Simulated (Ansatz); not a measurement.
System: GaSb, space group I-4m2 (No. 119), 2 atoms in the cell, zincblende type, epitaxial (xy) strain −1.2%.

```cif
data_structure
_symmetry_space_group_name_H-M 'P 1'
_symmetry_Int_Tables_number 1
_cell_length_a 4.3317
_cell_length_b 4.3317
_cell_length_c 4.2846
_cell_angle_alpha 60.359
_cell_angle_beta 60.359
_cell_angle_gamma 59.282
_cell_volume 56.84
loop_
_atom_site_label
_atom_site_type_symbol
_atom_site_fract_x
_atom_site_fract_y
_atom_site_fract_z
_atom_site_occupancy
Ga1 Ga 0.00000 0.00000 0.00000 1
Sb1 Sb 0.25000 0.25000 0.25000 1
```

Level of theory: DFT, HSE06, plane waves, PAW, no spin polarisation, 6×6×6 k mesh, 420 eV cutoff, Fermi-Dirac smearing of 0.02 eV; code Ansatz.

What will the density of states look like?

There is a gap; over the k points computed it is 0.84 eV (direct among those points). The upper group of valence states starts about 7.6 eV under the valence-band top, with a gap beneath it; it holds about 6 electrons a cell.

Spin-orbit coupling is left out, which matters for Sb.

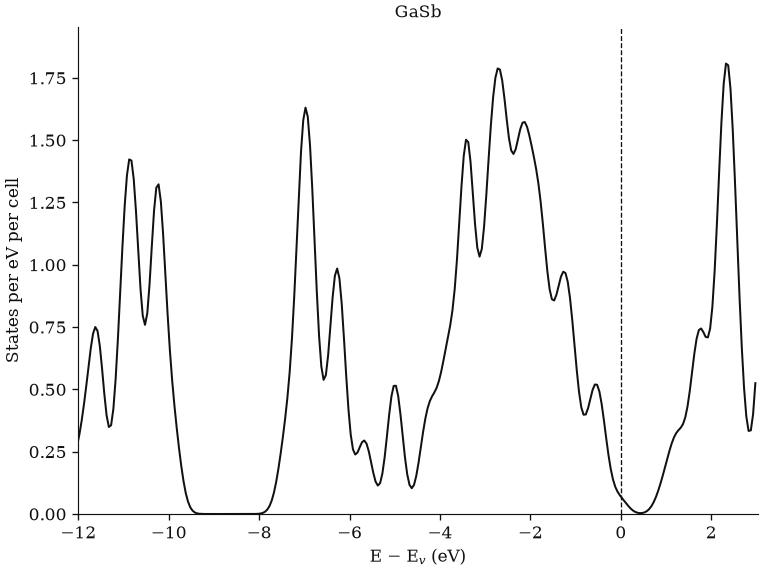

Density of states. Energies are counted from the top of the valence band. The curve is built from the levels of the k mesh with Gaussians 0.4 eV wide, which also blur the band edges.
